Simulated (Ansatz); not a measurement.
## Run report: Si$_{12}$HO$_{24}$, molecular dynamics (part 2 of 2)

Continued. System: Si$_{12}$HO$_{24}$ (defect cell, 37 atoms in the cell). Method: DFT PBEsol, scalar-relativistic, plane waves, PAW, PAW set soft_1, spin-polarised (Ansatz 0.2.0); cutoff 420 eV, 2×2×1 k-mesh, Fermi–Dirac smearing of 0.05 eV, collinear spins. The structure derives from an entry of the Crystallography Open Database. It belongs to a series of runs on one base structure; here: dynamics from the start.

**The program's output, continued**
```
md step    43: t =    21.50 fs  T =   764.6 K  F+E_penalty+E_count = -20968.00188112 eV  E_kin = 3.656708 eV  (7 SCF iters)
md step    44: t =    22.00 fs  T =   783.5 K  F+E_penalty+E_count = -20967.97025265 eV  E_kin = 3.747172 eV  (7 SCF iters)
md step    45: t =    22.50 fs  T =   811.9 K  F+E_penalty+E_count = -20967.94840718 eV  E_kin = 3.883102 eV  (7 SCF iters)
md step    46: t =    23.00 fs  T =   819.9 K  F+E_penalty+E_count = -20967.91783985 eV  E_kin = 3.921169 eV  (7 SCF iters)
md step    47: t =    23.50 fs  T =   828.8 K  F+E_penalty+E_count = -20967.88562216 eV  E_kin = 3.963918 eV  (7 SCF iters)
md step    48: t =    24.00 fs  T =   820.7 K  F+E_penalty+E_count = -20967.86650055 eV  E_kin = 3.925165 eV  (7 SCF iters)
md step    49: t =    24.50 fs  T =   830.5 K  F+E_penalty+E_count = -20967.85620533 eV  E_kin = 3.971976 eV  (7 SCF iters)
md step    50: t =    25.00 fs  T =   855.6 K  F+E_penalty+E_count = -20967.84984710 eV  E_kin = 4.091968 eV  (7 SCF iters)
md step    51: t =    25.50 fs  T =   846.2 K  F+E_penalty+E_count = -20967.84611388 eV  E_kin = 4.047193 eV  (7 SCF iters)
md step    52: t =    26.00 fs  T =   874.9 K  F+E_penalty+E_count = -20967.85071129 eV  E_kin = 4.184500 eV  (7 SCF iters)
md step    53: t =    26.50 fs  T =   828.8 K  F+E_penalty+E_count = -20967.86167067 eV  E_kin = 3.963853 eV  (7 SCF iters)
md step    54: t =    27.00 fs  T =   871.0 K  F+E_penalty+E_count = -20967.87866736 eV  E_kin = 4.165573 eV  (7 SCF iters)
md step    55: t =    27.50 fs  T =   881.8 K  F+E_penalty+E_count = -20967.89823127 eV  E_kin = 4.217360 eV  (7 SCF iters)
md step    56: t =    28.00 fs  T =   912.6 K  F+E_penalty+E_count = -20967.91996938 eV  E_kin = 4.364729 eV  (7 SCF iters)
md step    57: t =    28.50 fs  T =   869.4 K  F+E_penalty+E_count = -20967.94231797 eV  E_kin = 4.158106 eV  (7 SCF iters)
md step    58: t =    29.00 fs  T =   910.2 K  F+E_penalty+E_count = -20967.95900506 eV  E_kin = 4.352971 eV  (7 SCF iters)
md step    59: t =    29.50 fs  T =   929.1 K  F+E_penalty+E_count = -20967.96593339 eV  E_kin = 4.443327 eV  (7 SCF iters)
md step    60: t =    30.00 fs  T =   948.8 K  F+E_penalty+E_count = -20967.96515720 eV  E_kin = 4.537685 eV  (7 SCF iters)
md step    61: t =    30.50 fs  T =   962.4 K  F+E_penalty+E_count = -20967.95714508 eV  E_kin = 4.602808 eV  (7 SCF iters)
md step    62: t =    31.00 fs  T =   962.8 K  F+E_penalty+E_count = -20967.94450943 eV  E_kin = 4.604604 eV  (7 SCF iters)
md step    63: t =    31.50 fs  T =   975.7 K  F+E_penalty+E_count = -20967.92846063 eV  E_kin = 4.666463 eV  (7 SCF iters)
md step    64: t =    32.00 fs  T =   979.2 K  F+E_penalty+E_count = -20967.91284971 eV  E_kin = 4.682940 eV  (7 SCF iters)
md step    65: t =    32.50 fs  T =   975.5 K  F+E_penalty+E_count = -20967.89440264 eV  E_kin = 4.665460 eV  (7 SCF iters)
md step    66: t =    33.00 fs  T =   972.4 K  F+E_penalty+E_count = -20967.86761018 eV  E_kin = 4.650446 eV  (7 SCF iters)
md step    67: t =    33.50 fs  T =   999.5 K  F+E_penalty+E_count = -20967.84881906 eV  E_kin = 4.780169 eV  (7 SCF iters)
md step    68: t =    34.00 fs  T =  1067.4 K  F+E_penalty+E_count = -20967.83637248 eV  E_kin = 5.104895 eV  (7 SCF iters)
md step    69: t =    34.50 fs  T =  1026.4 K  F+E_penalty+E_count = -20967.82353500 eV  E_kin = 4.908984 eV  (7 SCF iters)
md step    70: t =    35.00 fs  T =  1008.6 K  F+E_penalty+E_count = -20967.82210674 eV  E_kin = 4.823511 eV  (7 SCF iters)
md step    71: t =    35.50 fs  T =  1015.6 K  F+E_penalty+E_count = -20967.83411008 eV  E_kin = 4.857106 eV  (7 SCF iters)
md step    72: t =    36.00 fs  T =  1024.4 K  F+E_penalty+E_count = -20967.85016334 eV  E_kin = 4.899410 eV  (7 SCF iters)
md step    73: t =    36.50 fs  T =  1060.6 K  F+E_penalty+E_count = -20967.87029569 eV  E_kin = 5.072656 eV  (7 SCF iters)
md step    74: t =    37.00 fs  T =  1085.5 K  F+E_penalty+E_count = -20967.90502961 eV  E_kin = 5.191592 eV  (7 SCF iters)
md step    75: t =    37.50 fs  T =  1116.4 K  F+E_penalty+E_count = -20967.94864394 eV  E_kin = 5.339478 eV  (7 SCF iters)
md step    76: t =    38.00 fs  T =  1125.3 K  F+E_penalty+E_count = -20967.98579913 eV  E_kin = 5.381657 eV  (7 SCF iters)
md step    77: t =    38.50 fs  T =  1092.2 K  F+E_penalty+E_count = -20968.01417161 eV  E_kin = 5.223667 eV  (7 SCF iters)
preconditioner: auto → Resta (q_TF=auto, 2.367 Å⁻¹)  ε∞=3.2  [insulator: Δε(μ)=2.466 eV  Ē_g=16.468 eV  σ=0.050 eV  W_gap=1.00  n_scr=102 (ndim 8)  ℏωp=24.2 eV  f_vac=0.100  D(μ)=0.00/eV (n_scr^D=0)  ε∞_Penn≈3.2]
spin=Collinear: Resta preconditioning applied to the charge; magnetization (m = ρ↑ − ρ↓) channel mixes plain (no charge-response kernel on spin).
md step    78: t =    39.00 fs  T =  1105.8 K  F+E_penalty+E_count = -20968.03988469 eV  E_kin = 5.288834 eV  (7 SCF iters)
```

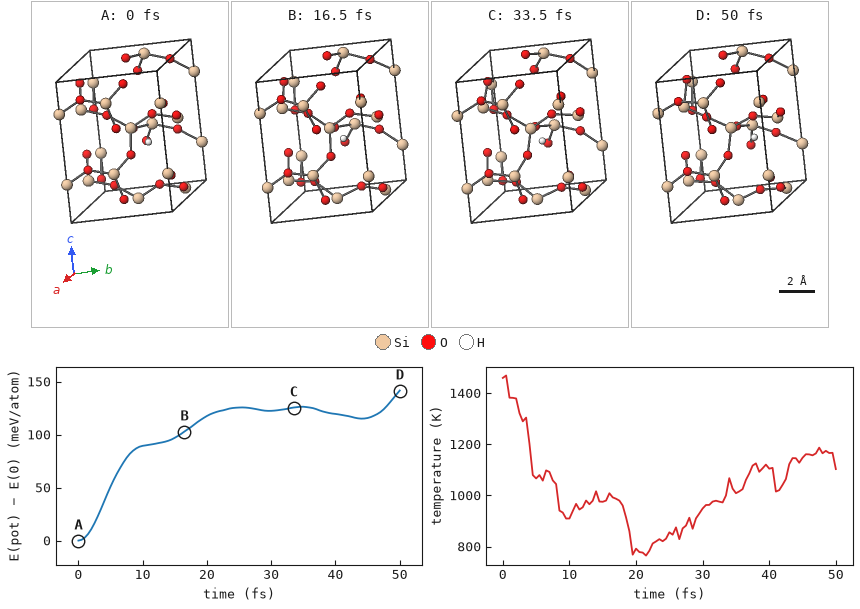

**Figure 1.** Frames of the molecular dynamics (ball-and-stick, simulation cell, seen slightly off an axis) above the curves, on which the letters mark them. The trajectory kept here has 101 frames over 50 fs. The temperature starts at 1459 K, ranges from 765 to 1469 K and averages 1040 K over the second half. The potential energy ends 141.6 meV/atom above its first value. With the common drift removed, the root-mean-square displacement is 0.27 Å, and H37 has moved furthest (0.80 Å).

```
pr
[...]
E sigma→0 (E₀):  -20967.255250 eV
Fermi energy:    5.246306 eV
--- Per-component energies (eV) ---
  E_band       = -816.421590
  E_kinetic    = 4672.206561
  E_local      = -11770.478031  (includes V_loc(G=0)·N_el)
  E_nonlocal   = 1536.158651
  E_hartree    = 4311.953896
  E_xc         = -2392.053993
  E_vxc        = -2782.426424  (∫ρ·V_xc dr)
  E_paw        = -9769.876733  (= ΣΔE_a)
  E_vpaw       = -1095.810811  (= ΣTr[D̂ρ^β])
  E_aug_tail   = 0.018967  (compensation charges beyond the density's cutoff)
  E_ewald      = -7556.410206
  E_core_change = 1.225638  (= ΣΔE_core)
  E_smearing   = -0.000000  (= −TS)
  E_closure    = -0.000000  (closes the sum)
  Σ components = -20967.255250   (vs F -20967.255250, Δ=0.00e0)
--- Forces (eV/Å), atoms counted from 1 ---
  atom   1  Si    -1.22229162    -2.44580764     1.88739503
  atom   2  Si    -4.54677442     1.10221668    -0.41894157
  atom   3  Si    -3.28339432     0.25941795    -2.98198801
  atom   4  O      0.94354171    -3.12680735    -1.73967445
  atom   5  O      4.29702287    -0.38634528    -2.38019760
  atom   6  O      1.16856036     2.37906348    -1.48850513
  atom   7  O     -0.26532734    -1.00156904     1.72304692
  atom   8  O      2.50817062     0.27272285     1.56610537
  atom   9  O      1.21626628     1.50596477     1.71352571
  atom  10  Si    -0.99671861     0.48405803    -1.72477046
  atom  11  Si     1.09312248    -5.62880440    -4.93515498
  atom  12  Si    -4.58932904     0.42672116     1.24893738
  atom  13  O     -1.93809052     0.12726634    -0.67537550
  atom  14  O     -0.49467466     1.39509755     0.22401378
  atom  15  O      0.71169315    -1.02044179    -0.35012017
  atom  16  O      0.69953014     0.78503648     0.66279933
  atom  17  O      5.27686950     0.82414649     3.74669167
  atom  18  O      1.49529926     3.34765975     2.30335812
  atom  19  Si    -2.25523752    -2.47138384    -0.55289551
  atom  20  Si    -0.20377918     0.34473417     0.18935661
  atom  21  Si    -2.30642938    -2.49524419    -0.81710314
  atom  22  O     -0.14679975     1.33805956     2.22822238
  atom  23  O      1.64582010     0.00052003     0.09881898
  atom  24  O      1.49283653     1.69707132    -1.93640571
  atom  25  O      2.48106173    -1.68157830     2.23089753
  atom  26  O      1.60614522     1.89608742     1.60320404
  atom  27  O      0.47977224     2.04851920    -0.70884990
  atom  28  Si     0.04357739     0.18579290    -0.47493497
  atom  29  Si    -3.43888291    -0.41742262    -0.12689041
  atom  30  Si     1.52448199     4.37134003     0.54832795
  atom  31  O     -1.18254495     0.33999414    -0.32914803
  atom  32  O     -0.61741290    -1.39781759    -0.29148087
  atom  33  O     -1.04652802    -1.86517669     0.42336168
  atom  34  O     -0.55907081    -0.02236755    -0.25925273
  atom  35  O      1.65378898    -0.81769273     0.23612173
  atom  36  O     -1.05929761    -0.35462084    -0.27297319
  atom  37  H     -0.18498624     0.00161294    -0.16947482
  max |Σ_I F_I| component: 4.70e-5 eV/Å
--- MD trajectory: 100 steps, t = 0.0 → 50.0 fs ---
  final state: T = 1102.9 K   F+E_penalty+E_count = -20967.25524970 eV   E_kin = 5.274710 eV
```

**Trajectory as extended XYZ (Å, eV, eV/Å), 3 of the 101 frames kept, from step=0 to step=100**
```
37
Lattice="-2.4585 4.2582 5.4100 4.9170 0.0000 5.4100 4.9170 8.5165 0.0000" Properties=species:S:1:pos:R:3:forces:R:3 step=0 time_fs=0.0 energy=-20972.49489 temperature=1459.5
Si    7.2301    8.5808    3.6067   -0.0042  -0.0045   0.0010
Si    3.8098    2.0573    7.2402   -0.0019  -0.0038  -0.0008
Si    1.3362    2.3352    0.0210    0.0006   0.0000   0.0033
O     6.3049    9.7452    4.2442    0.0005   0.0005  -0.0008
O     0.3780    1.8397    1.2293    0.0013  -0.0009   0.0003
O     0.7965    4.9029    7.8289    0.0003   0.0014  -0.0016
O     0.8295    3.7361    4.8043   -0.0007   0.0008  -0.0022
O     0.3658    6.8347    6.0181   -0.0006   0.0008  -0.0020
O     3.8293    3.1583    8.4314    0.0011   0.0000   0.0004
Si    4.7971    4.3027    3.5910   -0.0001   0.0063   0.0016
Si    6.2555    6.2817    7.1981    0.0026   0.0062   0.0058
Si    3.7892    6.5647   -0.0157   -0.0003  -0.0036  -0.0003
O     3.8272    5.4565    4.1873   -0.0002   0.0012   0.0008
O     2.8105    6.0201    1.1589   -0.0025   0.0005   0.0004
O     3.2610    9.1996    7.8301   -0.0009  -0.0050   0.0025
O     3.2727    7.9670    4.8030    0.0000   0.0008   0.0010
O     2.8066   11.0856    6.0090   -0.0004   0.0002  -0.0001
O     6.3562    7.4054    8.3646    0.0007  -0.0024  -0.0046
Si   -0.1357    4.3143    3.6355    0.0004  -0.0008   0.0013
Si    1.3430    6.2862    7.1925    0.0032  -0.0016  -0.0001
Si    3.7975    6.5489    5.3838    0.0016  -0.0007   0.0002
O     3.8150    5.4401    9.6977   -0.0006  -0.0020   0.0007
O     2.7969    5.9976    6.5393    0.0007   0.0013   0.0026
O     0.7942    4.9047    2.4434   -0.0003  -0.0011   0.0005
O     5.7049    3.7319    4.8155   -0.0001   0.0038   0.0033
O     5.2862    6.7733    5.9878   -0.0007   0.0008   0.0024
O     3.8683    3.1360    2.9645   -0.0019  -0.0001  -0.0009
Si    2.3569    8.5655    3.6047    0.0013  -0.0016  -0.0056
Si    3.7866   10.5937    7.2038   -0.0005   0.0025   0.0009
Si    1.3507    2.3369    5.4281   -0.0017  -0.0039   0.0001
O     6.3098    9.7174    9.6172   -0.0014  -0.0001  -0.0001
O     5.2718   10.3504    6.6062    0.0015  -0.0009   0.0008
O     3.3091    9.1615    2.4369   -0.0005   0.0012   0.0009
O     8.1605    7.9601    4.7815   -0.0011   0.0017  -0.0029
O     2.8277    2.5622    6.0511    0.0019   0.0016   0.0003
O     6.2625    7.4495    2.9721    0.0014   0.0000   0.0008
H     4.1033    7.0996    8.1160    0.0015   0.0016  -0.0096
37
Lattice="-2.4585 4.2582 5.4100 4.9170 0.0000 5.4100 4.9170 8.5165 0.0000" Properties=species:S:1:pos:R:3:forces:R:3 step=50 time_fs=25.0 energy=-20967.84985 temperature=855.6
Si    7.2675    8.5980    3.5596   -0.5324   0.8912   1.7255
Si    3.7144    2.0316    7.3653    2.7129   1.3431   0.6576
Si    1.2649    2.2089    0.1149   -0.9774   0.2645   0.0024
O     6.4963    9.8818    4.2353   -0.0364  -1.0705  -0.3355
O     0.3178    1.7630    1.3667    0.5645   0.7462  -1.3871
O     0.7955    4.7575    7.6669    0.1662   0.0165   1.1077
O     1.0387    3.7623    4.6065   -0.6823   0.3522   1.7658
O     0.2558    6.7048    6.0992    1.6692   0.1880   0.6031
O     3.7763    3.2506    8.5230    0.2745  -1.0147  -1.4696
Si    4.9426    4.1495    3.6504   -3.0802   1.3580  -0.6694
Si    6.3836    6.3381    7.1588   -2.3718  -2.2545  -3.3659
Si    3.7663    6.4587   -0.1803    1.9361   0.8478   2.1579
O     4.0067    5.4463    4.1855   -0.2644  -1.1888  -0.2748
O     2.8640    5.8215    1.0251   -0.3550   0.6310  -0.5616
O     3.2436    9.2513    7.9433    0.6574  -0.0496  -0.7665
O     3.4324    8.0433    4.8884   -2.3992   0.1341  -1.1999
O     2.8830   10.8816    5.7920   -1.6232   0.1736   1.8504
O     6.5597    7.3247    8.3193    1.8514   4.7752   3.3166
Si   -0.1088    4.4107    3.6647    0.9707  -1.0571  -2.1686
Si    1.3056    6.2430    7.2688    0.7199  -0.2578  -2.1615
Si    3.7575    6.5015    5.3391    2.5239   1.4808   1.0662
O     3.7500    5.4867    9.6036   -0.2373   0.6957   1.6159
O     2.7503    5.9597    6.4571   -1.5362   0.0883   1.2484
O     0.9417    5.0175    2.5409   -1.3908  -0.4599  -0.3031
O     5.8006    3.6709    4.8772    0.1867  -0.7040   1.0132
O     5.2463    6.9603    5.9945    1.4002  -1.8766   1.8055
O     3.7904    3.1089    3.0115    1.3609   0.2899   0.5230
Si    2.5469    8.6200    3.6092   -3.2135  -1.8976   1.9360
Si    3.6249   10.6462    7.2803    1.5052   0.0501  -3.1845
Si    1.2975    2.4378    5.4956    0.7348  -2.3913  -1.3374
O     6.4507   10.0146    9.2420    1.0328  -4.4010  -1.3860
O     5.1008   10.3425    6.5188    0.9394   1.1273   0.4666
O     3.6457    9.0837    2.6417    0.7317   1.0170  -2.1000
O     8.1951    7.8734    4.7284   -1.5544   2.1723  -0.7815
O     2.8626    2.3535    6.0538   -1.4568   0.8941   0.8011
O     6.1588    7.5848    2.9515   -0.3141  -0.7140  -0.3454
H     3.8687    7.3485    7.8908    0.0867  -0.1994   0.1354
37
Lattice="-2.4585 4.2582 5.4100 4.9170 0.0000 5.4100 4.9170 8.5165 0.0000" Properties=species:S:1:pos:R:3:forces:R:3 step=100 time_fs=50.0 energy=-20967.25525 temperature=1102.9
Si    7.2816    8.6747    3.5310   -1.2223  -2.4458   1.8874
Si    3.9061    2.0902    7.4213   -4.5468   1.1022  -0.4189
Si    1.3408    2.2808    0.1784   -3.2834   0.2594  -2.9820
O     6.3530    9.8992    4.1466    0.9435  -3.1268  -1.7397
O     0.4115    2.0784    1.4816    4.2970  -0.3863  -2.3802
O     0.8230    4.6345    7.6836    1.1686   2.3791  -1.4885
O     1.0434    3.7038    4.7018   -0.2653  -1.0016   1.7230
O     0.3516    6.7328    6.0093    2.5082   0.2727   1.5661
O     3.7346    3.2612    8.4704    1.2163   1.5060   1.7135
Si    4.8007    4.1809    3.6145   -0.9967   0.4841  -1.7248
Si    6.3072    6.2883    7.2668    1.0931  -5.6288  -4.9352
Si    3.8219    6.4028   -0.2913   -4.5893   0.4267   1.2489
O     4.1203    5.4537    4.3078   -1.9381   0.1273  -0.6754
O     2.7442    5.7505    0.8766   -0.4947   1.3951   0.2240
O     3.1069    9.3048    7.8363    0.7117  -1.0204  -0.3501
O     3.2551    7.8916    4.8802    0.6995   0.7850   0.6628
O     2.7125   10.8677    5.7997    5.2769   0.8241   3.7467
O     6.7018    7.2895    8.3136    1.4953   3.3477   2.3034
Si   -0.0726    4.3667    3.7711   -2.2552  -2.4714  -0.5529
Si    1.3463    6.1128    7.1790   -0.2038   0.3447   0.1894
Si    3.8771    6.5534    5.4549   -2.3064  -2.4952  -0.8171
O     3.7464    5.3688    9.7834   -0.1468   1.3381   2.2282
O     2.6976    5.9288    6.3950    1.6458   0.0005   0.0988
O     0.7521    4.9702    2.5916    1.4928   1.6971  -1.9364
O     5.5575    3.5993    4.8473    2.4811  -1.6816   2.2309
O     5.2905    6.6253    6.0685    1.6061   1.8961   1.6032
O     3.9399    2.7627    3.1310    0.4798   2.0485  -0.7088
Si    2.6440    8.5016    3.5588    0.0436   0.1858  -0.4749
Si    3.7585   10.6595    7.1693   -3.4389  -0.4174  -0.1269
Si    1.3367    2.2134    5.4615    1.5245   4.3713   0.5483
O     6.5060    9.6421    9.3119   -1.1825   0.3400  -0.3291
O     5.2489   10.5313    6.6645   -0.6174  -1.3978  -0.2915
O     3.8152    9.1594    2.6641   -1.0465  -1.8652   0.4234
O     8.1850    7.9033    4.6775   -0.5591  -0.0224  -0.2593
O     2.7025    2.3803    6.2948    1.6538  -0.8177   0.2361
O     6.2663    7.5479    2.9130   -1.0593  -0.3546  -0.2730
H     4.6099    7.4642    8.6655   -0.1850   0.0016  -0.1695
```

**Key numbers**

```tsv
quantity	value
outcome	finished
mean temperature over the second half	1040 K
trajectory	100 steps, 50 fs
ensemble	nvt_langevin
temperature in the input	1500.0 K
time step	0.5 fs
electrons treated	193
potential energy (free energy of the electrons) (last step)	−20967.2552 eV
Fermi energy (last step)	5.246 eV
net moment of the cell (last step)	1.00 μB
integrated absolute moment (last step)	1.04 μB
largest force (length of the vector) (last step)	7.565 eV/Å
wall time	21 min (CPU time 43 min)
peak memory	1.1 GiB
```

**Notes**

Warnings of the run: the PAW datasets were made with another functional. The k-point mesh is coarse for a cell of this size, so the results may not be converged. So short a trajectory is not equilibrated. The logged temperature at the start can lie below the typed one, since it is counted over all degrees of freedom. The temperature stays far from the 1500 K of the thermostat over the second half: the run isn't equilibrated.
